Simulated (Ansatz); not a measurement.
**Single-point calculation, with input and output: Hf$_{8}$Si$_{8}$O$_{31}$ (part 2 of 2)**

Continued. System: Hf$_{8}$Si$_{8}$O$_{31}$ (defect cell, 47 atoms in the cell). Method: DFT PBE, scalar-relativistic, plane waves, PAW, spin-polarised (Ansatz 0.2.0); cutoff 420 eV, 2×2×1 k-mesh, Gaussian smearing of 0.05 eV, collinear spins. The structure derives from an entry of the Crystallography Open Database.

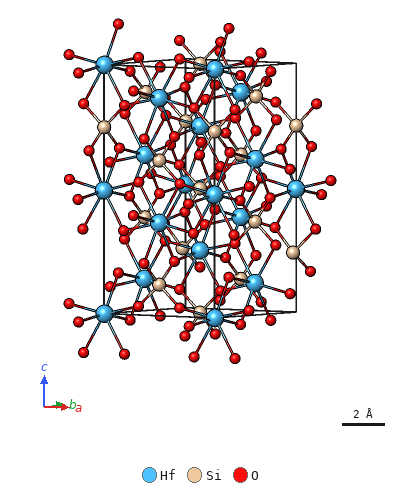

Figure 1. The structure as given in the input (ball-and-stick view of the cell of the calculation, seen at an oblique angle; bonded neighbours outside the cell are drawn too). An atom can appear more than once, as a periodic image.

### Output, continued
```
  k-point 0 ↑: bands = ["-50.5904", "-50.4337", "-50.4279", "-50.4224", "-50.3850", "-50.3389", "-50.2969", "-50.2721", "-19.3827", "-19.3297", "-19.3171", "-19.2778", "-19.2580", "-19.2432", "-19.2261", "-19.1873", "-19.1858", "-19.1791", "-19.1771", "-19.1366", "-19.1311", "-19.1152", "-19.0928", "-19.0780", "-19.0589", "-19.0585", "-19.0404", "-19.0343", "-19.0130", "-18.9942", "-18.9778", "-18.9053", "-9.2149", "-8.7068", "-8.6585", "-8.6393", "-8.5340", "-8.4067", "-8.2556", "-7.9629",
      "-7.8333", "-7.6051", "-7.4734", "-7.4338", "-7.3500", "-7.3001", "-7.2648", "-6.9498", "-6.9359", "-6.9143", "-6.8447", "-6.8443", "-6.8354", "-6.8187", "-6.7984", "-6.7911", "-6.7835", "-6.7335", "-6.7281", "-6.7144", "-6.6848", "-6.6465", "-6.1906", "-0.4905", "-0.4884", "-0.4877", "-0.4781", "-0.4732", "-0.4639", "-0.4573", "-0.3230", "-0.3165", "-0.3143", "-0.3105", "-0.3069", "-0.3052", "-0.3039", "-0.3033", "-0.2977", "-0.2969",
      "-0.2956", "-0.2946", "-0.2922", "-0.2909", "-0.2904", "-0.2877", "-0.2871", "-0.2828", "-0.2822", "-0.2816", "-0.2795", "-0.2705", "-0.2601", "-0.2587", "-0.2552", "-0.2484", "-0.2407", "-0.2385", "-0.2254", "-0.2175", "-0.2164", "-0.2098", "-0.2069", "-0.1947", "-0.1936", "-0.1806", "-0.1738", "-0.1735", "-0.1697", "-0.1629", "-0.1624", "-0.1622", "-0.1587", "-0.1530", "-0.1408", "-0.1406", "-0.1381", "-0.1280", "-0.1217", "2.2676",
      "2.6309", "2.7851", "2.9940", "3.1286", "3.2860", "3.5209", "3.9208", "4.1643", "4.2616", "4.3698", "4.5845", "4.6333", "4.6500", "4.6711", "4.6879", "5.0975", "5.1702", "5.2225", "5.5121", "5.5400", "5.6353", "5.6635", "5.6822", "5.8633", "5.8770", "6.1825", "6.2722", "6.2918", "6.3368", "6.4155", "6.4392", "6.5225", "6.5951", "6.6191", "6.7089", "6.7979", "6.8081", "6.8431", "6.9544", "6.9865",
      "7.0593", "7.1404", "7.1602", "7.2003", "7.2710", "7.3340", "7.4220", "7.4458", "7.4799", "7.5230", "7.5287", "7.6029", "7.6674", "7.6975", "7.7107", "7.7808", "7.9097", "7.9375", "7.9667", "8.0784", "8.2383", "8.2387", "8.3446", "8.3633", "8.4842", "8.5536", "8.6204", "8.6442", "8.7002", "8.8155", "8.8320", "8.8866", "8.8991", "8.9142", "8.9629", "8.9872", "9.0087", "9.0570", "9.0825", "9.1351",
      "9.1692", "9.2495", "9.3004", "9.3698", "9.4192", "9.5831", "9.5880", "9.6442", "9.6676", "9.7458", "9.7865", "9.9371", "11.0987", "15.2066", "15.4729", "15.8161", "15.9245", "15.9637", "15.9964", "16.1294", "16.2517", "16.2539", "16.2644", "16.2897", "16.3760", "16.4129", "16.4437", "16.5063", "16.5464", "16.5577"]
  k-point 1 ↑: bands = ["-50.5904", "-50.4326", "-50.4290", "-50.4224", "-50.3849", "-50.3389", "-50.2969", "-50.2721", "-19.3825", "-19.3424", "-19.2946", "-19.2564", "-19.2446", "-19.2398", "-19.2365", "-19.1995", "-19.1954", "-19.1665", "-19.1457", "-19.1301", "-19.1252", "-19.1208", "-19.1159", "-19.0953", "-19.0668", "-19.0585", "-19.0346", "-19.0299", "-19.0187", "-19.0117", "-18.9913", "-18.9054", "-8.9644", "-8.7955", "-8.4906", "-8.4509", "-8.3948", "-8.3821", "-8.3219", "-7.8223",
      "-7.7671", "-7.4916", "-7.4056", "-7.3431", "-7.3022", "-7.2876", "-7.2361", "-7.1753", "-7.0789", "-7.0600", "-7.0386", "-7.0138", "-6.9560", "-6.9464", "-6.9031", "-6.8831", "-6.8283", "-6.8010", "-6.7884", "-6.7811", "-6.7232", "-6.7091", "-6.1951", "-0.4895", "-0.4877", "-0.4876", "-0.4786", "-0.4732", "-0.4639", "-0.4573", "-0.3259", "-0.3252", "-0.3119", "-0.3104", "-0.3099", "-0.3086", "-0.3069", "-0.3042", "-0.3014", "-0.3003",
      "-0.2989", "-0.2980", "-0.2944", "-0.2891", "-0.2873", "-0.2871", "-0.2864", "-0.2858", "-0.2857", "-0.2829", "-0.2793", "-0.2697", "-0.2678", "-0.2603", "-0.2526", "-0.2498", "-0.2485", "-0.2382", "-0.2309", "-0.2242", "-0.2176", "-0.2105", "-0.2068", "-0.1958", "-0.1936", "-0.1880", "-0.1781", "-0.1738", "-0.1695", "-0.1685", "-0.1627", "-0.1623", "-0.1620", "-0.1530", "-0.1408", "-0.1393", "-0.1379", "-0.1341", "-0.1220", "2.7508",
      "2.8843", "2.9170", "3.1036", "3.7315", "3.8824", "3.9108", "4.0911", "4.5713", "4.6895", "4.7140", "4.7472", "4.7940", "4.8928", "4.9251", "4.9522", "5.0005", "5.1571", "5.2220", "5.3466", "5.4689", "5.5762", "5.5942", "5.6492", "5.7491", "5.7675", "5.7732", "5.7789", "6.0031", "6.1147", "6.2979", "6.4084", "6.5127", "6.5246", "6.5340", "6.5381", "6.7087", "6.7395", "6.7592", "6.8866", "6.9955",
      "7.0271", "7.0644", "7.0716", "7.1473", "7.2183", "7.2607", "7.2991", "7.3486", "7.3877", "7.4811", "7.5003", "7.5182", "7.5888", "7.6302", "7.7324", "7.7957", "7.8087", "7.8570", "7.9068", "8.0812", "8.1191", "8.2243", "8.3114", "8.3162", "8.3455", "8.4076", "8.4947", "8.5917", "8.6914", "8.7686", "8.7866", "8.8013", "8.8311", "8.8609", "8.9138", "8.9448", "8.9869", "8.9933", "9.0445", "9.0963",
      "9.1067", "9.1320", "9.1814", "9.2853", "9.3013", "9.3638", "9.4186", "9.4586", "9.6212", "9.6869", "9.7972", "9.8695", "11.6494", "15.3034", "15.3844", "15.6155", "15.6609", "15.6990", "15.7275", "15.7462", "15.8045", "15.8381", "15.8493", "16.1403", "16.3464", "16.3584", "16.5337", "16.6107", "16.6436", "16.7496"]
  k-point 2 ↑: bands = ["-50.5904", "-50.4336", "-50.4279", "-50.4225", "-50.3851", "-50.3390", "-50.2967", "-50.2723", "-19.3494", "-19.3484", "-19.3206", "-19.2776", "-19.2263", "-19.2239", "-19.2188", "-19.2094", "-19.2011", "-19.1857", "-19.1638", "-19.1596", "-19.1021", "-19.0989", "-19.0950", "-19.0820", "-19.0783", "-19.0748", "-19.0562", "-19.0422", "-18.9934", "-18.9843", "-18.9786", "-18.9387", "-8.9144", "-8.8365", "-8.4793", "-8.4403", "-8.4135", "-8.3686", "-8.3373", "-7.7710",
      "-7.7366", "-7.5209", "-7.3712", "-7.3372", "-7.3351", "-7.2928", "-7.2465", "-7.1617", "-7.1381", "-7.0636", "-7.0459", "-7.0212", "-6.9675", "-6.9409", "-6.9065", "-6.8528", "-6.8032", "-6.7935", "-6.7750", "-6.7525", "-6.6704", "-6.6477", "-6.4497", "-0.5001", "-0.4903", "-0.4882", "-0.4775", "-0.4735", "-0.4627", "-0.4586", "-0.3231", "-0.3221", "-0.3163", "-0.3146", "-0.3104", "-0.3104", "-0.3056", "-0.3037", "-0.3025", "-0.2987",
      "-0.2970", "-0.2960", "-0.2941", "-0.2923", "-0.2908", "-0.2888", "-0.2870", "-0.2841", "-0.2827", "-0.2818", "-0.2813", "-0.2739", "-0.2635", "-0.2589", "-0.2529", "-0.2479", "-0.2438", "-0.2410", "-0.2318", "-0.2200", "-0.2161", "-0.2081", "-0.2066", "-0.1993", "-0.1936", "-0.1868", "-0.1785", "-0.1710", "-0.1686", "-0.1672", "-0.1630", "-0.1611", "-0.1587", "-0.1544", "-0.1484", "-0.1372", "-0.1327", "-0.1324", "-0.1275", "2.8242",
      "2.9323", "2.9597", "3.2164", "3.8064", "3.8473", "3.9477", "4.1762", "4.5909", "4.6136", "4.7527", "4.7833", "4.7847", "4.8598", "4.8978", "4.9370", "5.0210", "5.1942", "5.2346", "5.2472", "5.5154", "5.5420", "5.6227", "5.6493", "5.6519", "5.7714", "5.8208", "5.8902", "5.9424", "6.0308", "6.2119", "6.2510", "6.4742", "6.5145", "6.5338", "6.5456", "6.6111", "6.6904", "6.8050", "6.8572", "6.9064",
      "7.0518", "7.0886", "7.1342", "7.1986", "7.2017", "7.2263", "7.3630", "7.4004", "7.4098", "7.4554", "7.5370", "7.5559", "7.6187", "7.6635", "7.7575", "7.7652", "7.8790", "7.9274", "8.0191", "8.0686", "8.2102", "8.2565", "8.2579", "8.3149", "8.4325", "8.4331", "8.5472", "8.5669", "8.6155", "8.7180", "8.7416", "8.8064", "8.8357", "8.8495", "8.8952", "8.8997", "8.9508", "8.9954", "9.0451", "9.0722",
      "9.0970", "9.1308", "9.1719", "9.2031", "9.2996", "9.3360", "9.3754", "9.4534", "9.6620", "9.6716", "9.6792", "9.7712", "11.2066", "14.8972", "15.4189", "15.6581", "15.7037", "15.7124", "15.7281", "15.8045", "15.8412", "16.0618", "16.1624", "16.1741", "16.3155", "16.4757", "16.5479", "16.5599", "16.5746", "16.6572"]
  k-point 3 ↓: bands = ["-50.5904", "-50.4325", "-50.4289", "-50.4224", "-50.3850", "-50.3390", "-50.2967", "-50.2723", "-19.3618", "-19.3493", "-19.2959", "-19.2549", "-19.2484", "-19.2231", "-19.2009", "-19.1983", "-19.1799", "-19.1703", "-19.1625", "-19.1489", "-19.1485", "-19.1264", "-19.0903", "-19.0853", "-19.0829", "-19.0662", "-19.0435", "-19.0390", "-19.0223", "-19.0135", "-18.9734", "-18.9327", "-8.6206", "-8.5807", "-8.5291", "-8.3710", "-8.3299", "-8.2889", "-8.2421", "-7.6588",
      "-7.6374", "-7.5616", "-7.5509", "-7.4492", "-7.2262", "-7.1810", "-7.1732", "-7.1457", "-7.1252", "-7.1096", "-7.0787", "-7.0638", "-7.0510", "-7.0169", "-7.0162", "-6.9956", "-6.9952", "-6.9793", "-6.9611", "-6.9266", "-6.9128", "-6.6444", "-6.4475", "-0.5002", "-0.4893", "-0.4873", "-0.4781", "-0.4736", "-0.4628", "-0.4586", "-0.3250", "-0.3239", "-0.3215", "-0.3175", "-0.3118", "-0.3108", "-0.3101", "-0.3068", "-0.3042", "-0.3042",
      "-0.3007", "-0.2975", "-0.2960", "-0.2927", "-0.2912", "-0.2870", "-0.2864", "-0.2857", "-0.2845", "-0.2841", "-0.2828", "-0.2732", "-0.2665", "-0.2618", "-0.2517", "-0.2489", "-0.2482", "-0.2436", "-0.2302", "-0.2296", "-0.2184", "-0.2095", "-0.2065", "-0.1990", "-0.1944", "-0.1862", "-0.1856", "-0.1746", "-0.1684", "-0.1669", "-0.1667", "-0.1640", "-0.1627", "-0.1512", "-0.1482", "-0.1372", "-0.1350", "-0.1324", "-0.1305", "3.6739",
      "3.7734", "3.8270", "3.8419", "3.9038", "3.9275", "3.9660", "4.2194", "4.8793", "4.9021", "4.9597", "4.9921", "5.0200", "5.0356", "5.0476", "5.0529", "5.1003", "5.1496", "5.2602", "5.3641", "5.4431", "5.4474", "5.4849", "5.5039", "5.5221", "5.5695", "5.5860", "5.6667", "5.6678", "5.8937", "5.8987", "6.0637", "6.1138", "6.2075", "6.2090", "6.3226", "6.5142", "6.6369", "6.6400", "6.8695", "6.9847",
      "6.9930", "7.0377", "7.0664", "7.1562", "7.1928", "7.2556", "7.2686", "7.3461", "7.3634", "7.3760", "7.3865", "7.4249", "7.5557", "7.6148", "7.7842", "7.8773", "7.9479", "7.9576", "7.9753", "7.9818", "8.0472", "8.0663", "8.1968", "8.3336", "8.3490", "8.4752", "8.5104", "8.6003", "8.6749", "8.7055", "8.7272", "8.7552", "8.7665", "8.7986", "8.8307", "8.8805", "8.9115", "8.9329", "8.9396", "8.9715",
      "8.9937", "9.0164", "9.0965", "9.1619", "9.3004", "9.3188", "9.3438", "9.3685", "9.4140", "9.4198", "9.4640", "9.6041", "11.6707", "15.1084", "15.1639", "15.3478", "15.3825", "15.3986", "15.4390", "15.4836", "15.5018", "15.7601", "15.8611", "16.2553", "16.4777", "16.5075", "16.5141", "16.5261", "16.5664", "16.6232"]
--- Löwdin populations: 47 sites ---
  site symbol       q [e]    m [muB]
     0     Hf     24.5599    -0.0000
     1     Hf     24.4926    -0.0000
     2     Hf     24.4766    -0.0000
     3     Hf     24.4810    -0.0000
     4     Hf     24.5886    -0.0000
     5     Hf     24.4802    -0.0000
     6     Hf     24.4819    -0.0000
     7     Hf     24.4792    -0.0000
     8     Si      2.3354    -0.0000
     9     Si      2.3281    -0.0000
    10     Si      2.3347    -0.0000
    11     Si      2.3334     0.0000
    12     Si      2.9882     0.0000
    13     Si      2.3332    -0.0000
    14     Si      2.3370    -0.0000
    15     Si      2.3329    -0.0000
    16      O      6.7187     0.0000
    17      O      6.7245     0.0000
    18      O      6.7207     0.0000
    19      O      6.7167     0.0000
    20      O      6.7076     0.0000
    21      O      6.7201     0.0000
    22      O      6.7205     0.0000
    23      O      6.6906    -0.0000
    24      O      6.7264     0.0000
    25      O      6.7176     0.0000
    26      O      6.7175     0.0000
    27      O      6.7167     0.0000
    28      O      6.7201     0.0000
    29      O      6.7077     0.0000
    30      O      6.7205     0.0000
    31      O      6.7164     0.0000
    32      O      6.7160     0.0000
    33      O      6.7184     0.0000
    34      O      6.7102    -0.0000
    35      O      6.7057     0.0000
    36      O      6.7165     0.0000
    37      O      6.7197     0.0000
    38      O      6.7175     0.0000
    39      O      6.7179     0.0000
    40      O      6.7154     0.0000
    41      O      6.7144     0.0000
    42      O      6.7173     0.0000
    43      O      6.7165     0.0000
    44      O      6.7056     0.0000
    45      O      6.7174     0.0000
    46      O      6.7197     0.0000
  spilling = 0.005743 (of n_electrons = 426.000000)
--- Band densities, each state counted as filled ---
  window                                       electrons  max residual (eV)  cut levels
  e_range: [-2.21, -1.6]             1.000000 + 1.000000             2.7e-6           0
  e_range: [1.6, 2.21]               3.250000 + 3.250000             1.7e-6           0
```

### Key numbers

```json
{"quantity": "outcome", "value": "converged"}
{"quantity": "electrons treated", "value": "426"}
{"quantity": "free energy", "value": "−148516.1196 eV"}
{"quantity": "Fermi energy", "value": "13.284 eV"}
{"quantity": "gap on the k-point mesh", "value": "3.23 eV"}
{"quantity": "net moment of the cell", "value": "0.00 μB"}
{"quantity": "integrated absolute moment", "value": "0.00 μB"}
{"quantity": "largest force (length of the vector)", "value": "0.045 eV/Å"}
{"quantity": "hardware", "value": "4 threads of Arm Neoverse V2, 24 GiB of memory available, shared host"}
{"quantity": "wall time", "value": "2.7 min (CPU time 11 min)"}
{"quantity": "peak memory", "value": "3.2 GiB"}
```

### Remarks

Spin–orbit coupling is left out, which matters for Hf.
